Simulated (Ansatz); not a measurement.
# Bi$_{2}$Te$_{3}$: 5 runs along one coordinate

System: Bi$_{2}$Te$_{3}$ (R-3m, 5 atoms in the cell).
Method: Kohn-Sham DFT of a periodic cell, BLYP, Ansatz PAW, no spin polarisation (Ansatz 0.2.0).

The 5 runs differ only in the geometry, by an even scaling of the cell at fixed fractional positions. The structure derives from an entry of the Crystallography Open Database.

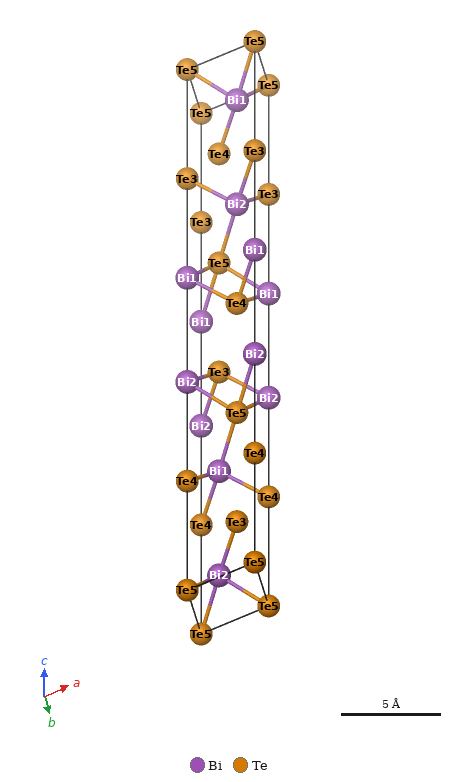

Figure 1. The structure of run 3 (ball-and-stick view of the cell 3 times as large as that of the calculation, set on its symmetry axes, seen at an oblique angle; atoms are numbered from 1 in the order of the input).

### Input of run 3
```yaml
crystal:
  lattice:
    - [2.2075236021, 1.2745143459, 10.2329909245]
    - [-2.2075236021, 1.2745143459, 10.2329909245]
    - [0.0, -2.5490286918, 10.2329909245]
  atoms:
    - { symbol: Bi, position: [0.6, 0.6, 0.6] }
    - { symbol: Bi, position: [0.4, 0.4, 0.4] }
    - { symbol: Te, position: [0.7905, 0.7905, 0.7905] }
    - { symbol: Te, position: [0.2095, 0.2095, 0.2095] }
    - { symbol: Te, position: [0.0, 0.0, 0.0] }
hamiltonian:
  xc: blyp
  pseudopotentials: { kind: paw }
kpoints:
  mp_grid: { grid: [7, 7, 7] }
scf:
  occupations: { method: fermi_dirac, width: 0.05 }
output:
  forces: true
  stress: true
  eigenvalues: true
```

Command:
```bash
ansatz run input.yaml --threads 2 --pin off --max-ram 5120MiB --backend cpu --events-out ev --progress --plain --runs-dir out
```

Run 2 differs from it as follows:
```diff
-    - [2.2075236021, 1.2745143459, 10.2329909245]
-    - [-2.2075236021, 1.2745143459, 10.2329909245]
-    - [0.0, -2.5490286918, 10.2329909245]
+    - [2.193, 1.2661291403, 10.1656666667]
+    - [-2.193, 1.2661291403, 10.1656666667]
+    - [0.0, -2.5322582807, 10.1656666667]
```

### Results, with one run withheld

```tsv
run	volume per atom (Å³)	free energy per atom, from the lowest run given (meV)	pressure (GPa)	gap on the mesh (eV)
1	33.194	73.24	6.75	0.32
2	33.871	?	?	?
3	34.549	27.08	4.25	0.33
4	35.226	11.40	3.19	0.34
5	35.904	0.00	2.22	0.35
```

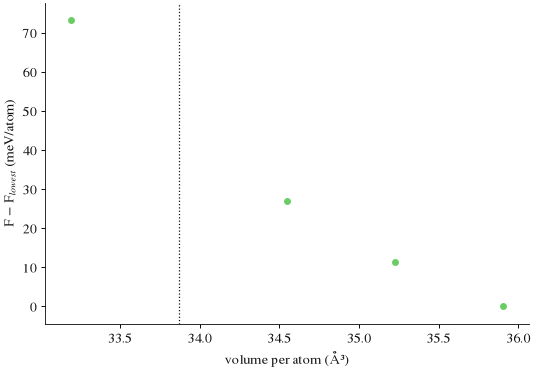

Figure 2. Free energy per atom of the runs given; the dotted line marks run 2.

What should run 2 give?

A quadratic polynomial in V^(−2/3) (the Birch–Murnaghan form), fitted to the 4 runs given, misses them by at most 0.01 meV per atom. With x = V^(−2/3) − 0.09401 Å⁻², it reads F = 23.372 + 13903 x + 1.3704e+06 x² (meV per atom). At run 2 it gives 47.57 meV per atom, and the run itself gives 47.53. The slope of the fit gives a pressure −dF/dV of 5.44 GPa there, and the run prints 5.44 GPa. The fit has no minimum inside this range. The gap on the mesh goes, without turning, from 0.32 eV in run 1 to 0.35 eV in run 5; run 2 has 0.33 eV. These are gaps of this functional on this mesh, which can miss the band edges; they aren't the measured gap.

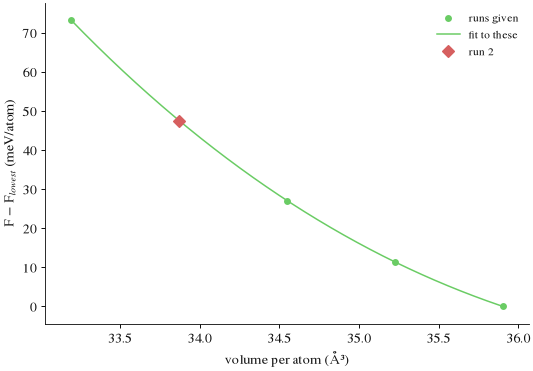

Figure 3. The fit and the withheld run.

### Output, shortened to warnings, some set-up lines, iterations and results (run 2)
```
Basis set: ecut = 420 eV, 3345 PW (Γ), FFT grids on a1−a3, a2−a3, a3, exchange–correlation on 60×60×144 points (8 copies of the dense FFT grid, shifted against one another)
Symmetry: 12 space group operations
k-points: 44 of 343
Initial density: superposition of atomic densities (neutral atoms: chi_scale 0, normalization atom), corrected by the library's trained network
[...]
SCF iter   1: F=—  HF=-45843.052473 eV  |F-HF|=—  |Δ(HF+E_count)|=         —  Δρ=5.16e-3  dr2=7.07e-2  ethr=1.77e-3  ⟨swp⟩=9.5  Hψ=9242  notcnv=0  defer=3
SCF iter   2: F=—  HF=-45843.036066 eV  |F-HF|=—  |Δ(HF+E_count)|=   1.64e-2  Δρ=2.78e-3  dr2=1.92e-2  ethr=9.06e-5  ⟨swp⟩=2.0  Hψ=2810  notcnv=0  defer=55
SCF iter   3: F=—  HF=-45843.032348 eV  |F-HF|=—  |Δ(HF+E_count)|=   3.72e-3  Δρ=1.25e-3  dr2=8.73e-3  ethr=2.46e-5  ⟨swp⟩=2.1  Hψ=2447  notcnv=0  defer=55
SCF iter   4: F=—  HF=-45843.031159 eV  |F-HF|=—  |Δ(HF+E_count)|=   1.19e-3  Δρ=3.43e-4  dr2=4.57e-4  ethr=1.12e-5  ⟨swp⟩=1.8  Hψ=2212  notcnv=0  defer=55
SCF iter   5: F=—  HF=-45843.031170 eV  |F-HF|=—  |Δ(HF+E_count)|=   1.11e-5  Δρ=1.23e-4  dr2=3.07e-5  ethr=5.86e-7  ⟨swp⟩=2.2  Hψ=3166  notcnv=0  defer=55
SCF iter   6: F=—  HF=-45843.031184 eV  |F-HF|=—  |Δ(HF+E_count)|=   1.41e-5  Δρ=3.08e-5  dr2=1.95e-6  ethr=3.94e-8  ⟨swp⟩=2.0  Hψ=2540  notcnv=0  defer=55
SCF iter   7: F=-45843.031188 eV  HF=-45843.031188 eV  |F-HF|=1.17e-7  |Δ(HF+E_count)|=   3.20e-6  Δρ=5.91e-6  dr2=6.86e-8  ethr=1.28e-10  ⟨swp⟩=10.0  Hψ=11415  notcnv=0
SCF 1 converged in 7 iterations: F = -45843.031188 eV  dr2 = 6.86e-8
SCF converged after 7 iterations
Free energy (F): -45843.031188 eV
Harris-Foulkes:  -45843.031188 eV  (|F-HF|=1.17e-7)
Internal energy: -45843.031059 eV  (E = F + TS)
E sigma→0 (E₀):  -45843.031123 eV
Entropy (-TS):   -0.000129 eV (-0.026 meV/atom)
Fermi energy:    9.904307 eV
--- Per-component energies (eV) ---
  E_band       = -955.600232
  E_kinetic    = 1151.611956
  E_local      = -6866.510590  (includes V_loc(G=0)·N_el)
  E_nonlocal   = 178.331189
  E_hartree    = 3434.037998
  E_xc         = -667.991050
  E_vxc        = -590.305958  (∫ρ·V_xc dr)
  E_paw        = -35430.232660  (= ΣΔE_a)
  E_vpaw       = -1696.808697  (= ΣTr[D̂ρ^β])
  E_aug_tail   = -0.001673  (compensation charges beyond the density's cutoff)
  E_ewald      = -7642.023672
  E_core_change = -0.252556  (= ΣΔE_core)
  E_smearing   = -0.000129  (= −TS)
  E_closure    = -0.000000  (closes the sum)
  Σ components = -45843.031188   (vs F -45843.031188, Δ=0.00e0)
--- Forces (eV/Å), atoms counted from 1 ---
  atom   1  Bi     0.00000000     0.00000000    -0.06045662
  atom   2  Bi     0.00000000    -0.00000000     0.06045662
  atom   3  Te     0.00000000    -0.00000000     0.03081020
  atom   4  Te     0.00000000     0.00000000    -0.03081020
  atom   5  Te     0.00000000    -0.00000000    -0.00000000
  max |Σ_I F_I| component: 3.47e-18 eV/Å
--- Stress (GPa, compression-positive) ---
        5.559889       0.000000      -0.000000
        0.000000       5.559889       0.000000
       -0.000000       0.000000       5.189638
  P = ⅓ Tr σ = 5.4365 GPa (54.365 kbar)
```

Notes: Points of doubt noted for this run: forces on files of another functional. Spin–orbit coupling is left out, which matters for Bi.
